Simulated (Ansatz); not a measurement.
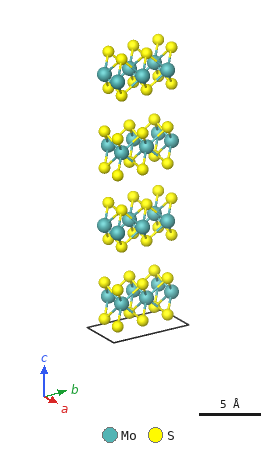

This is the input geometry for a relaxation of crystalline MoS₂ (set up in P-1). The picture is a ball-and-stick view of the 2 × 3 repeat of the cell, outlined in the plane, without the vacuum, seen slightly off an axis.

The run lets the atoms move in a fixed cell, from this start: strain = 0.04. The cell is held at a strain of 4.0 % (one member of a series).

Level of theory: Kohn-Sham DFT of a periodic cell, PBE, Ansatz PAW in Ansatz 0.2.0.

Input file:
```yaml
crystal:
  lattice:
    - [3.1837189491, 0.063674379, 0.0]
    - [-1.5367158447, 2.7253442989, 0.0]
    - [0.0, 0.0, 34.47923848]
  atoms:
    - { symbol: Mo, position: [0.3333333333, 0.6666666667, 0.09355563] }
    - { symbol: Mo, position: [0.3333333333, 0.6666666667, 0.72090303] }
    - { symbol: Mo, position: [0.6666666667, 0.3333333333, 0.27909697] }
    - { symbol: Mo, position: [0.6666666667, 0.3333333333, 0.90644437] }
    - { symbol: S, position: [0.6666666667, 0.3333333333, 0.0485463] }
    - { symbol: S, position: [0.6666666667, 0.3333333333, 0.67591175] }
    - { symbol: S, position: [0.3333333333, 0.6666666667, 0.23408966] }
    - { symbol: S, position: [0.3333333333, 0.6666666667, 0.86143131] }
    - { symbol: S, position: [0.6666666667, 0.3333333333, 0.13856869] }
    - { symbol: S, position: [0.6666666667, 0.3333333333, 0.76591034] }
    - { symbol: S, position: [0.3333333333, 0.6666666667, 0.32408825] }
    - { symbol: S, position: [0.3333333333, 0.6666666667, 0.9514537] }
hamiltonian:
  xc: pbe
  pseudopotentials: { kind: paw }
kpoints:
  mp_grid: { grid: [7, 7, 1] }
scf:
  occupations: { method: fermi_dirac, width: 0.05 }
output:
  forces: true
  stress: true
  eigenvalues: true
relax:
  f_tol: 0.01
  max_steps: 40
```

Launched with:
```bash
ansatz run input.yaml --threads 4 --pin off --max-ram 11264MiB --backend cpu --events-out ev --progress --plain --runs-dir out
```

Question: Where does the relaxation end?

Answer: Over 7 accepted moves (8 points after the start) the energy falls by 5.8 meV per atom. The largest force component goes from 0.26 to 0.0011 eV/Å. 1 step only repeated the SCF at the same geometry. The largest moves relative to the layer's centre, 1.33 Å, are those of Mo and S atoms. Largest moves by element: S 1.33 Å, Mo 1.32 Å. The cell stays as it was. Near-neighbour distances that change, for instance: Mo–S 2.381 → 2.397 Å, Mo–S 2.406 → 2.412 Å. The space group stays P-1 (No. 2).

After the run, drawn alike:

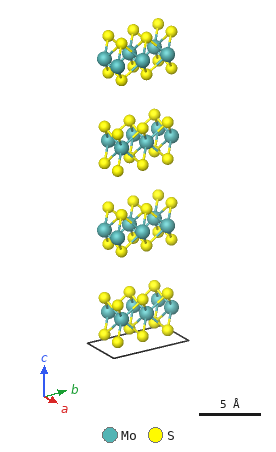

Limits of the set-up: layers or molecules are held without a dispersion correction, so their spacing is unreliable.
